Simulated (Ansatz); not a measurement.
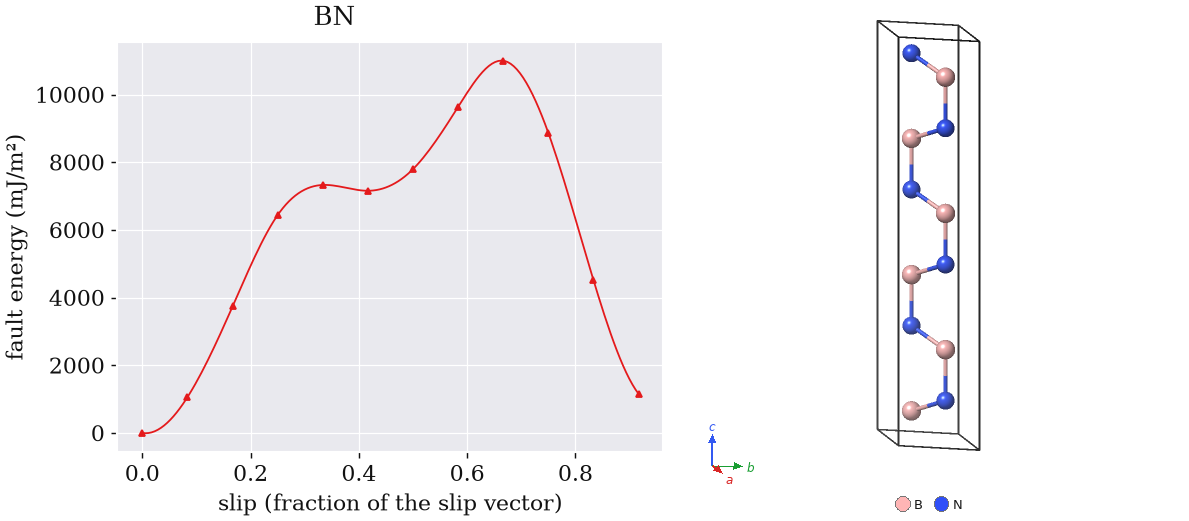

The picture above shows the fault energy against slip for BN, space group P6_3mc (No. 186). The cell is drawn beside the plot.

The given structure:
```
CELL_PARAMETERS angstrom
-2.55458 0.00000 0.00000
-1.27729 -2.21233 0.00000
0.00000 0.00000 12.67354
ATOMIC_POSITIONS crystal
B 0.66667 0.66667 0.22912
B 0.66667 0.66667 0.56245
B 0.66667 0.66667 0.89579
B 0.33333 0.33333 0.06245
B 0.33333 0.33333 0.39579
B 0.33333 0.33333 0.72912
N 0.66667 0.66667 0.10425
N 0.66667 0.66667 0.43758
N 0.66667 0.66667 0.77091
N 0.33333 0.33333 0.93758
N 0.33333 0.33333 0.27091
N 0.33333 0.33333 0.60425
```

Method: rigid slide of a crystal across a plane by tilting cell vector c, one fault a cell, unrelaxed, by plane-wave density functional theory with PAW datasets, free energies less that of the undisturbed cell; scalar-relativistic (Ansatz 0.2.0). Level: PBE, no spin polarisation.

- wave cutoff: 420 eV
- k mesh: 10×10×2
- occupations: Gaussian
- smearing width: 0.05 eV
- k shift: (0, 0, 0) (mesh steps)
- start: relaxed
- height of the cut: 0 (fraction of cell vector c)
- slip vector: (1, 1) (multiples of cell vectors a and b)

### How high is the barrier to slip, and is there a metastable fault?

The highest fault energy among the points, the barrier to rigid slip along this vector, is 11000 mJ/m² at slip 0.667; a local minimum of 7160 mJ/m² at slip 0.417 marks a metastable stacking fault.

### What does the calculation give for the spacing at cut?

1.58 Å.
